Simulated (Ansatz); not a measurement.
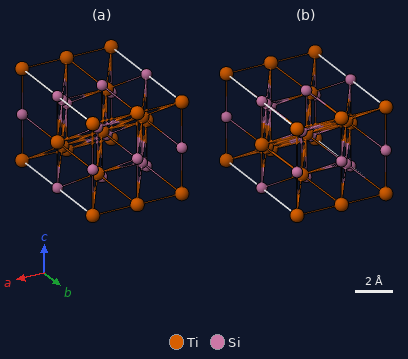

The structure of crystalline TiSi (set up in Imma) before (left) and after (right) a relaxation, at one scale.

Style: ball-and-stick. Shown: the conventional cell (2 times the calculation's cell), from a free direction. Lengths and directions refer to the drawn axes.

Case: 4 of 8 Ti sites taken by Si, cell and atoms relaxed.

The calculation used DFT r2SCAN, scalar-relativistic, plane waves, PAW (Ansatz). (plane-wave cutoff 500 eV; k-point mesh 8 × 8 × 8; occupations gaussian; smearing width 0.1 eV; no spin polarisation; cell and atoms relaxed; force threshold 0.015 eV/Å; at most 60 steps)

Q: Describe what moved and what it gained.

A: The energy falls by 0.386 eV per cell of the calculation in 3 accepted moves (4 points after the start). All forces vanish by symmetry, so only the cell relaxes. Pressure: −8.38 GPa at the start and −0.06 GPa at the end. At 1 point the geometry stayed and the basis and grid were re-selected for the new cell (energy shift of 2.1 meV per cell of the calculation at most each time). The atoms keep their places relative to the cell (all moves are under 0.005 Å). The volume changes by −5.9 %, with a 5.602 → 5.584 Å (−0.3 %), b 7.923 → 7.926 Å (0.0 %), c 5.602 → 5.285 Å (−5.7 %). Among the contacts that change: Si–Ti 2.801 → 2.642 Å, Ti–Ti 2.801 → 2.761 Å, Si–Ti 2.801 → 2.761 Å, Si–Ti 2.801 → 2.792 Å. The space group stays Imma (No. 74).
